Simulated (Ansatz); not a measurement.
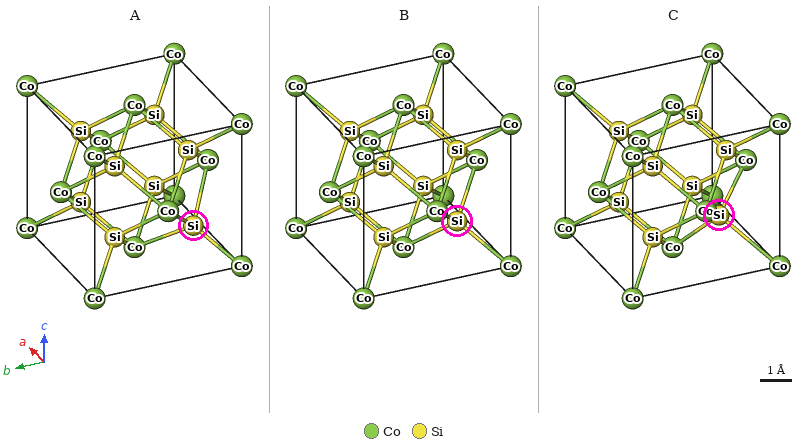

Energy scan for solid CoSi₂ (Fm-3m), in which a Si atom (one in each cell of 12 atoms) is moved towards the nearest copy of atom 1 (Co) at 2.300 Å, all else fixed. A ball-and-stick model of the cell of the calculation, seen from a free direction. The ringed atoms are those of the scanned coordinate.

Method: Ansatz 0.2.0, DFT PBEsol, scalar-relativistic, plane waves, PAW. (plane-wave cutoff 420 eV; k-point mesh 10 × 10 × 10; occupations gaussian; smearing width 0.15 eV; no spin polarisation). Energies (free energies at the smearing named) are counted from the relaxed crystal.

Q: Rank the frames from lowest to highest energy.

A: Lowest first: B (the displacement 0.00 Å, 0 meV/cell), A (the displacement 0.225 Å, 322 meV/cell), C (the displacement −0.30 Å, 367 meV/cell). Over the whole scan: of the computed points the lowest is at the displacement 0.00 Å, 0 meV/cell. The end points stand at 367 meV/cell (−0.30 Å) and 322 meV/cell (0.225 Å). The curvature at zero is about 11 eV/Å². At the highest point the shortest interatomic distance is 2.22 Å, against 2.30 Å in the reference. The distortion takes the space group from Fm-3m to R3m.
